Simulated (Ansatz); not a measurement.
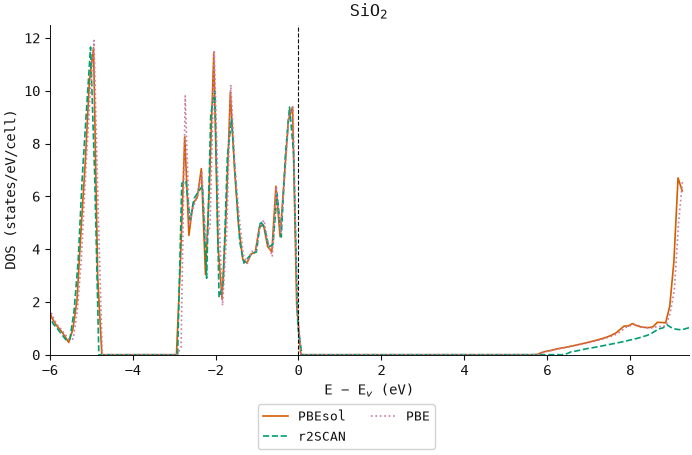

Total densities of states of SiO2, space group I-42d (No. 122), 6 atoms in the cell, by three methods on the same cell. Each is counted from its own valence-band top.

Q: What changes from one method to the other?

A: PBEsol gives a gap of 5.71 eV, r2SCAN gives a gap of 6.37 eV and PBE gives a gap of 5.73 eV.

Settings. PBEsol: DFT PBEsol, scalar-relativistic, plane waves, PAW, no spin polarisation, 6×6×6 k mesh, 420 eV cutoff, Gaussian smearing of 0.02 eV (Ansatz). r2SCAN: DFT r2SCAN, scalar-relativistic, plane waves, PAW, no spin polarisation, 6×6×6 k mesh, 500 eV cutoff, Gaussian smearing of 0.02 eV (Ansatz 0.2.0). PBE: DFT PBE, scalar-relativistic, plane waves, PAW, no spin polarisation, 6×6×6 k mesh, 420 eV cutoff, Gaussian smearing of 0.02 eV (Ansatz).
